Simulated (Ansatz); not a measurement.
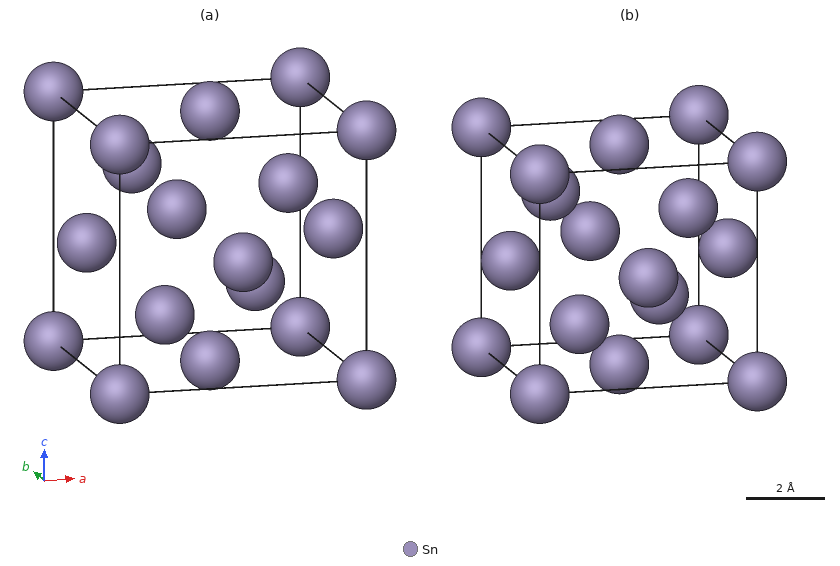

Left: solid Sn (set up in Fd-3m). Right: the same structure after one change, at the same scale. A spheres-only model of the conventional cell (4 times the calculation's cell), seen slightly off an axis. Lengths and directions refer to the drawn axes.

The calculation used DFT r2SCAN, scalar-relativistic, plane waves, PAW (Ansatz). Set-up: plane-wave cutoff 500 eV; k-point mesh 12 × 12 × 12; occupations gaussian; smearing width 0.1 eV; no spin polarisation.

The crystal is put under a hydrostatic pressure of 40 GPa. Cell and atoms are relaxed at that pressure.

**And its effect?**

The energy rises by 976 meV per atom. Pressure: 0.0 GPa before, 40.1 GPa after. The metal becomes gapped: the gap on the k-mesh opens to 0.09 eV. The drawn cell changes as follows: a = b = c 6.565 → 5.787 Å (−11.8 %); the volume changes by −31.5 %. No atom moves by more than 0.005 Å relative to the cell. Some distances before and after: Sn–Sn 2.843 → 2.506 Å. The space group stays Fd-3m (No. 227).
